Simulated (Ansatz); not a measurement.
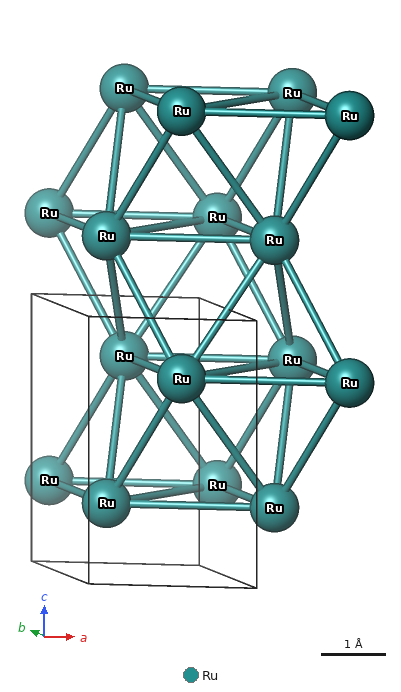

The starting point is a symmetric starting cell of Ru. Style: ball-and-stick. Shown: the cell of the calculation, repeated 2 × 2 × 2 with one cell outlined, slightly off an axis.

These are results of DFT PBE, scalar-relativistic, plane waves, PAW in Ansatz 0.2.0, not measurements. Set-up: plane-wave cutoff 420 eV; k-point mesh 18 × 18 × 10; occupations gaussian; smearing width 0.1 eV; no spin polarisation.

Change: The cell is strained by +7.0 % along c and +1.0 % across it (volume +9.1 %), the atoms keeping their fractional coordinates. No relaxation follows. The starting cell wasn't computed here and needn't be at equilibrium, so pressure and forces aren't due to the change alone.

Question: What does the calculation give for the changed structure?

Answer: The pressure is −18.5 GPa (not all of it need come from the change, since the unchanged cell can be under pressure at this level too). The principal stresses (compression positive) are −33.2 GPa along c and −11.2 GPa across it. All forces vanish by symmetry. Among the bonded contacts that change: Ru–Ru 2.650 → 2.781 Å, Ru–Ru 2.706 → 2.732 Å. The space group stays P6_3/mmc (No. 194).

Drawn alike, the variant:

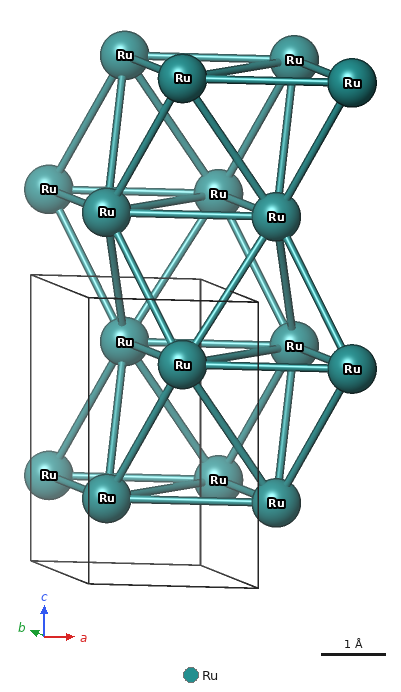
